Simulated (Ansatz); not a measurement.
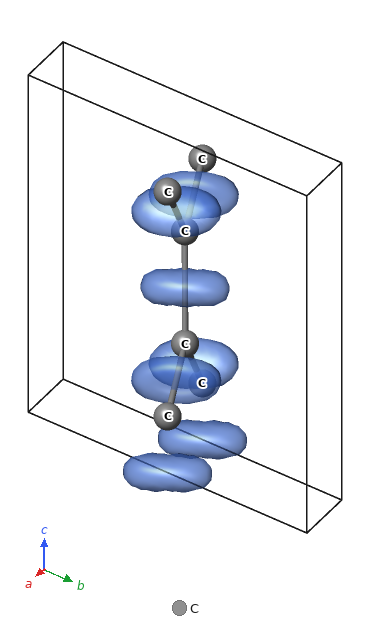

The picture shows: C. Isosurface of the electron localisation function at 0.85 (blue), seen slightly off an axis. Core shells and regions of very low density are left out. Sticks mark near contacts.

Space group R-3m.

Theory: Ansatz 0.2.0, DFT r2SCAN, scalar-relativistic, plane waves, PAW.

In a PAW calculation such maps are meaningful between the atoms, not at the nuclei.

Input file:

```
crystal:
  lattice:
    - [1.2279165312, -2.1268138194, 0.0]
    - [1.2279165312, 0.7089379398, 3.5190776204]
    - [-3.6837495935, -2.1268138194, 0.0]
  atoms:
    - { symbol: C, position: [0.5, 0.4999272857, 0.6666424286] }
    - { symbol: C, position: [0.0, 0.4999272857, 0.1666424286] }
    - { symbol: C, position: [0.5, 0.5000727143, 0.3333575714] }
    - { symbol: C, position: [0.0, 0.5000727143, 0.8333575714] }
basis:
  ecutwfc: 500
kpoints:
  mp_grid: { grid: [10, 8, 6] }
hamiltonian:
  xc: r2scan
scf:
  occupations: { method: gaussian, width: 0.05 }
output:
  forces: true
  stress: true
  eigenvalues: true
  write_density: true
  write_potential: true
  elf: true
  volumetric_format: npy
```

Command:

```sh
ansatz run input.yaml --threads 2 --pin off --max-ram 5120MiB --backend cpu --events-out ev --progress --plain --runs-dir out
```

Q: What do the ELF domains correspond to?

A: The surface consists of six regions between bonded C–C atoms (shared pairs), counted in one cell of 4 atoms. Regions shared between cells count once. Along the contacts the grid gives the following. C–C (1.42 Å): the ELF peaks at about 0.95 between the atoms; a covalent bond.

Q: Does the calculation give a band gap?

A: It is gapped, with a Kohn–Sham gap of 0.48 eV on the k-point mesh, an upper bound to the gap of this method.
